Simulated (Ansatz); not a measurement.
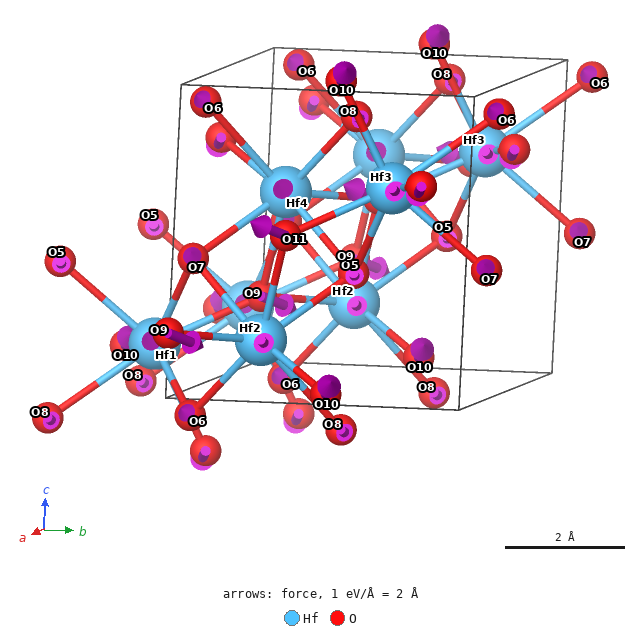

Starting geometry of a crystal of HfO$_{2}$ (set up in P2_1/c) with the computed forces as purple arrows. The picture is a ball-and-stick view of the cell of the calculation, repeated 2 × 1 × 1 with one cell outlined, seen slightly off an axis.

Theory: DFT PBE+D3(BJ), scalar-relativistic, plane waves, PAW in Ansatz. Settings: plane-wave cutoff 420 eV; k-point mesh 6 × 6 × 6; occupations gaussian; smearing width 0.02 eV; no spin polarisation; cell and atoms relaxed; force threshold 0.005 eV/Å; at most 80 steps.

What follows when this structure is relaxed?

It isn't relaxed: the largest force vector, on O atoms, is 0.48 eV/Å. The final displacements follow the starting forces only in part (cosine between the two patterns 0.73). After 7 accepted moves (9 points after the start) the energy has fallen by 3.5 meV per atom. Largest force component: 0.42 eV/Å at the start, 0.00071 eV/Å at the end. The pressure goes from 2.59 to 0.01 GPa. The SCF was repeated twice at an unchanged geometry on a basis and grid sized afresh for the cell, which shifted the energy by 0.5 meV per atom at most. The largest moves relative to the cell, 0.036 Å, are those of O atoms. By element the largest moves are O 0.036 Å, Hf 0.015 Å. The drawn cell changes as follows: a 5.118 → 5.126 Å (+0.2 %), b 5.186 → 5.202 Å (+0.3 %), c 5.284 → 5.306 Å (+0.4 %), β 99.4° → 99.5°; the volume changes by +0.8 %. Among the contacts that change: Hf–O 2.124 → 2.148 Å, Hf–Hf 3.307 → 3.324 Å, Hf–O 2.229 → 2.244 Å, Hf–O 2.034 → 2.047 Å. The space group stays P2_1/c (No. 14). The run took 120 s on 8 threads of Intel(R) Xeon(R) Platinum 8259CL CPU @ 2.50GHz (Skylake/Cascade Lake), on a shared host, peak memory 1.4 GiB.
